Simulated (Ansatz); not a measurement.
System: PtSe.

The calculation's input:

```
crystal:
  lattice:
    - [3.70187033, 0.0, 0.0]
    - [-1.85093516, 3.20591375, 0.0]
    - [0.0, 0.0, 3.61284203]
  atoms:
    - { symbol: Pt, position: [0.0, 0.0, 0.0] }
    - { symbol: Se, position: [0.6666666667, 0.3333333333, 0.5] }
hamiltonian:
  xc: r2scan50
  pseudopotentials: { kind: paw }
kpoints:
  mp_grid: { grid: [4, 4, 4] }
scf:
  occupations: { method: fermi_dirac, width: 0.05 }
output:
  forces: true
  stress: true
  eigenvalues: true
  write_density: true
  write_potential: true
  elf: true
  volumetric_format: npy
```

Launched as:

```sh
ansatz run input.yaml --threads 2 --pin off --max-ram 5632MiB --backend cpu --events-out ev --progress --plain --runs-dir out
```

Below, planes, directions and counts refer to the conventional cell (a = 3.70 Å, b = 3.70 Å, c = 3.61 Å, α = 90.00°, β = 90.00°, γ = 120.00°).

Space group P-6m2; a generated structure, not necessarily the stable one; built by placing these elements on a known structure type; computed pressure about −19 GPa in this cell.

The calculation used Kohn-Sham DFT of a periodic cell, r2SCAN50, Ansatz PAW in Ansatz 0.2.0.

> What will maps of the valence pseudo-density and electron localisation function show?

Pt–Se (2.80 Å): ρ at the midpoint is about 0.33 e/Å³; the ELF is about 0.35 at the midpoint.

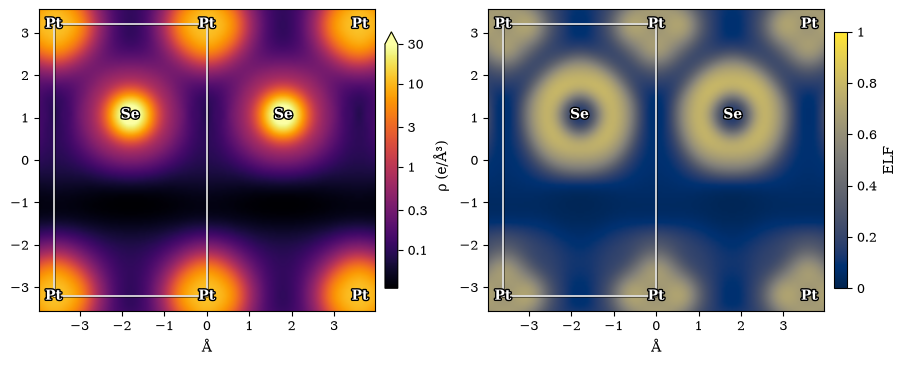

Computed valence pseudo-density and electron localisation function on the (110) plane of the conventional cell, in this order. 
